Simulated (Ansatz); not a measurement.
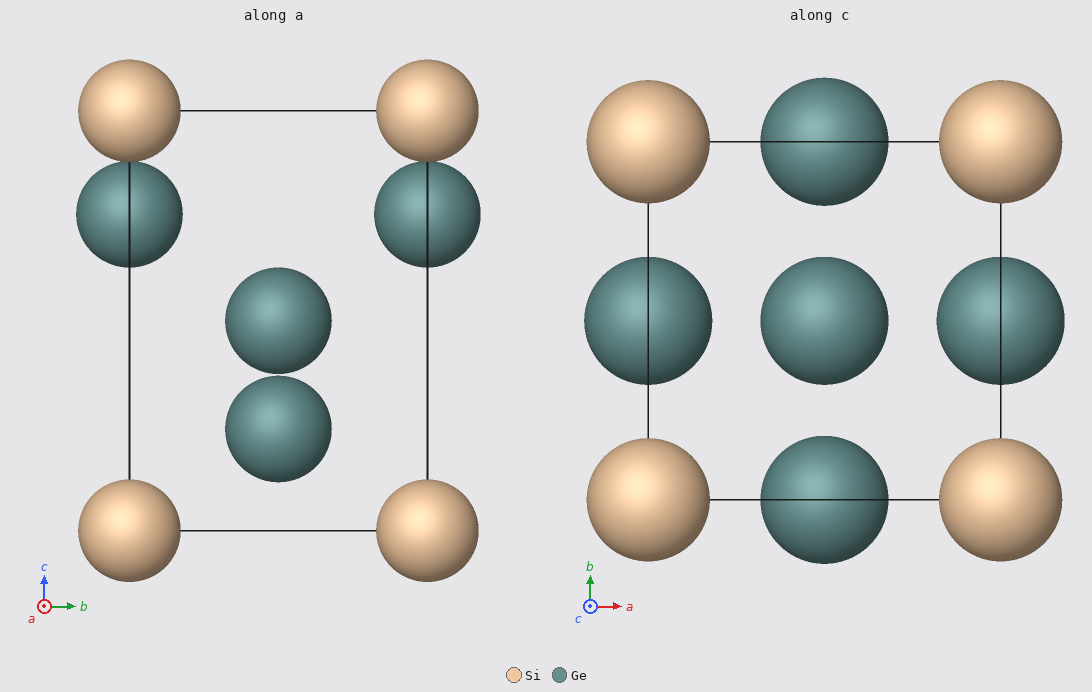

The crystal in a spheres-only representation, seen along the a axis and along the c axis. Lines trace the edges of the unit cell.

SiGe$_{3}$, a = 3.91 Å, b = 3.97 Å, c = 5.59 Å, α = 90.00°, β = 90.00°, γ = 90.00°.

Calculation details: Ansatz 0.2.0, DFT, PBE, plane waves, PAW; plane-wave cutoff 420 eV, the zone sampled with 6×6×6 points, Fermi-Dirac smearing of 0.02 eV, no spin polarisation.

Predict the gap.

Answer. A semiconductor at this level, with a gap of 0.16 eV, indirect; the smallest direct gap is 0.53 eV.

Would the cell expand or shrink if it could?

Answer. The computed pressure is 3.9 GPa (compressed: it would expand). The stress isn't hydrostatic: its largest component is 5.3 GPa.

The initial geometry was a structure type filled with these elements by a generator (whether the compound takes this form wasn't checked). The cell was then strained or its atoms displaced on purpose. It was run through Ansatz as a DFT input.
